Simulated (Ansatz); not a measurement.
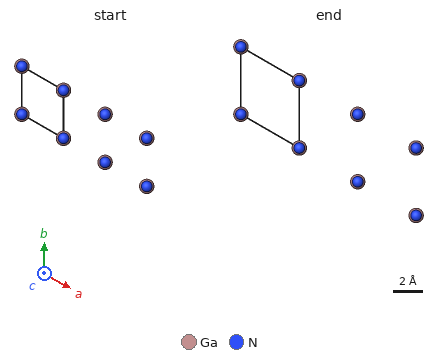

The structure of solid GaN (a generated structure, set up in P6mm) (coarse preliminary run) before (left) and after (right) a relaxation, at one scale.

The picture is a ball-and-stick view of the cell of the calculation, repeated 3 × 1 × 1 with one cell outlined, seen along the c axis.

The calculation used DFT PBE, scalar-relativistic, plane waves, PAW (Ansatz). Settings: plane-wave cutoff 420 eV; k-point mesh 6 × 6 × 6; occupations gaussian; smearing width 0.1 eV; no spin polarisation; cell and atoms relaxed; force threshold 0.04 eV/Å; at most 70 steps.

### Summarise the run.

The largest moves relative to the cell, 0.094 Å, are those of Ga and N atoms. Largest moves by element: Ga 0.094 Å, N 0.094 Å. Cell: a = b 3.362 → 4.719 Å (+40.3 %), c 2.962 → 3.389 Å (+14.4 %). Volume +125.3 %. Some distances before and after: Ga–N 1.316 → 1.695 Å, Ga–N 1.646 → 1.694 Å. The space group (tolerance 0.01 Å) goes from P6mm (No. 183) to P6/mmm (No. 191). The energy falls by 2802 meV per atom in 14 accepted moves (18 points after the start). Largest force component: 34 eV/Å at the start, 0.0013 eV/Å at the end. Pressure: 109.87 GPa at the start and 0.14 GPa at the end. At 4 points the geometry stayed and the basis and grid were re-selected for the new cell (energy shift of 63.1 meV per atom at most each time). The run took 41 s on 1 thread of Intel(R) Xeon(R) Platinum 8259CL CPU @ 2.50GHz (Skylake/Cascade Lake), on a shared host, peak memory 0.37 GiB.
